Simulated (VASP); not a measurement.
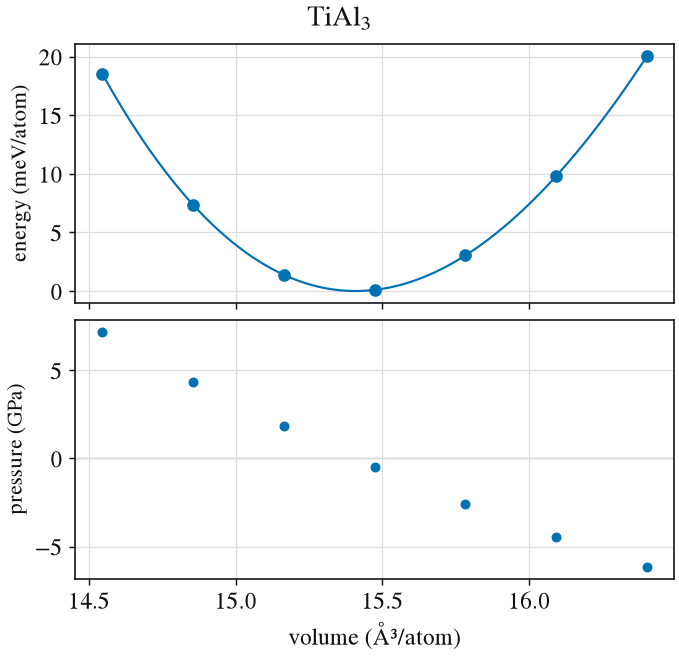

Calculation (VASP 6.6.1): plane-wave DFT, no spin polarisation; energies at scaled volumes of the given cell, shape and fractions fixed, counted from the fit's minimum, third-order Birch-Murnaghan fit. Level: PBEsol.

- k mesh: 7×7×7
- occupations: Fermi–Dirac
- smearing width: 0.05 eV
- potentials: VASP PAW PBE potentials, recommended
- wave cutoff: 520 eV

Cell as given: a = 3.956 Å, b = 3.956 Å, c = 3.956 Å, α = 90.00°, β = 90.00°, γ = 90.00°; 4 atoms.

Caption: Energy and pressure against volume for TiAl₃, space group Pm-3m (No. 221).

A third-order Birch–Murnaghan fit gives V0 = 15.41 Å³/atom, B0 = 111 GPa and B′ = 4.1. The energy is 18.54 meV/atom at volume 14.55 Å³/atom and 20.05 meV/atom at 16.40 Å³/atom; the lowest computed point is at volume 15.47 Å³/atom (0.09 meV/atom). The pressure falls from 7.20 GPa at volume 14.55 Å³/atom to −6.15 GPa at 16.40 Å³/atom, and changes sign near 15.41 Å³/atom.
